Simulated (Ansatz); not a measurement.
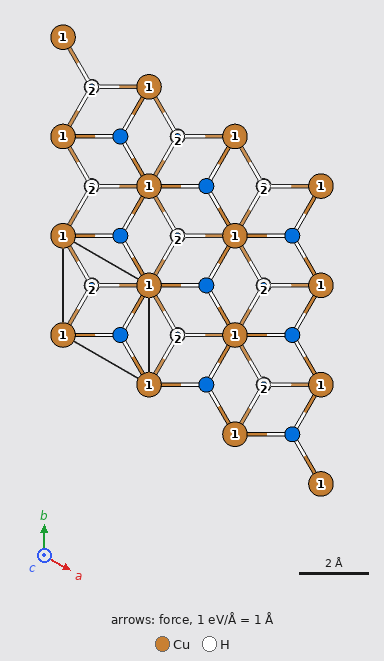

Starting geometry of a crystal of CuH2 (a generated structure, set up in P-3m1) with the computed forces as blue arrows. Style: ball-and-stick. Shown: the cell of the calculation, repeated 3 × 3 × 1 with one cell outlined, along the c axis.

Case: cell and atoms relaxed from a first guess.

Theory: DFT, PBE, PAW with Ansatz's default frozen-core files, scalar-relativistic (Ansatz). (plane-wave cutoff 420 eV; k-point mesh 14 × 14 × 8; occupations fermi dirac; smearing width 0.05 eV; no spin polarisation; cell and atoms relaxed; force threshold 0.005 eV/Å; at most 80 steps)

Is this structure relaxed? If not, where do the atoms go?

It isn't relaxed: the largest force vector, on H atoms, is 1.13 eV/Å. The atoms end up moving mostly along the starting forces (cosine between the two patterns 1.00). Over 11 accepted moves (13 points after the start) the energy falls by 292 meV per atom. Largest force component: 1.1 eV/Å at the start, under 0.0001 eV/Å at the end. The pressure goes from −18.01 to 0.00 GPa. The SCF was repeated twice at an unchanged geometry on a basis and grid sized afresh for the cell, which shifted the energy by 1.5 meV per atom at most. The largest moves relative to the cell, 0.25 Å, are those of H atoms. Cu stays in place. Cell: a = b 2.888 → 2.558 Å (−11.4 %), c 4.621 → 4.873 Å (+5.5 %). Volume −17.3 %. Near-neighbour distances that change, for instance: Cu–Cu 2.888 → 2.558 Å, Cu–H 2.028 → 1.768 Å. The space group stays P-3m1 (No. 164).
